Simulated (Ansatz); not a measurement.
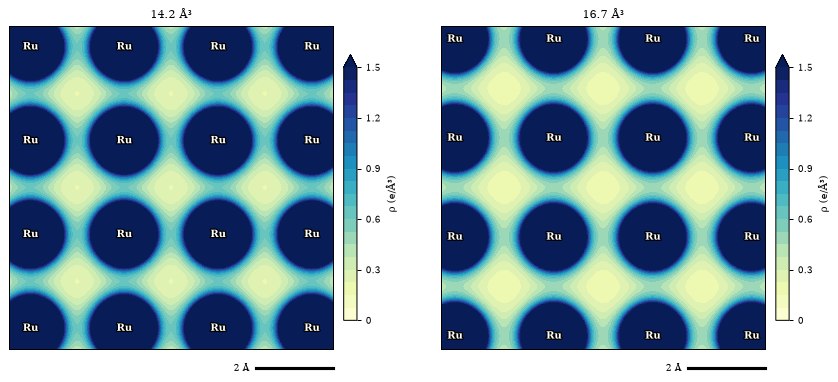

Ru. The valence pseudo-density of cells scaled evenly to different volumes (given per atom above each panel), on the (010) plane of each (indices in the axes of the cell below), at one length scale and on one colour scale.

A generated structure, not necessarily the stable one; the program warned that a starting moment wasn't kept; spin-polarised, but the moments vanished.

All numbers below come from Ansatz, DFT, m-r2SCAN, plane waves (500 eV) with PAW, scalar-relativistic.

In a PAW calculation such maps are meaningful between the atoms, not at the nuclei.

The largest cell:

```cif
data_structure
_symmetry_space_group_name_H-M 'P 1'
_symmetry_Int_Tables_number 1
_cell_length_a 2.5551
_cell_length_b 2.5551
_cell_length_c 2.5551
_cell_angle_alpha 90.000
_cell_angle_beta 90.000
_cell_angle_gamma 90.000
_cell_volume 16.68
loop_
_atom_site_label
_atom_site_type_symbol
_atom_site_fract_x
_atom_site_fract_y
_atom_site_fract_z
_atom_site_occupancy
Ru1 Ru 0.00000 0.00000 0.00000 1
```

| volume (Å³/atom) | Ru–Ru contact in the plane (Å) | ρ at its midpoint (e/Å³) | pressure (GPa) | 
| --- | --- | --- | --- |
| 14.21 | 2.422 | 0.606 | 24.7 | 
| 16.06 | 2.523 | ? | ? | 
| 16.68 | 2.555 | 0.480 | −15.2 | 

**Estimate the missing row, and compare with the calculation.**

Over the known rows ln ρ falls by 1.75 per Å of Ru–Ru distance (the line through the two), which gives 0.508 e/Å³ at 2.523 Å; the calculation gives 0.507 e/Å³. For the pressure, a straight line in volume between the neighbouring rows gives −5.2 GPa; the calculation gives −8.3, lower because pressure rises ever faster on compression.
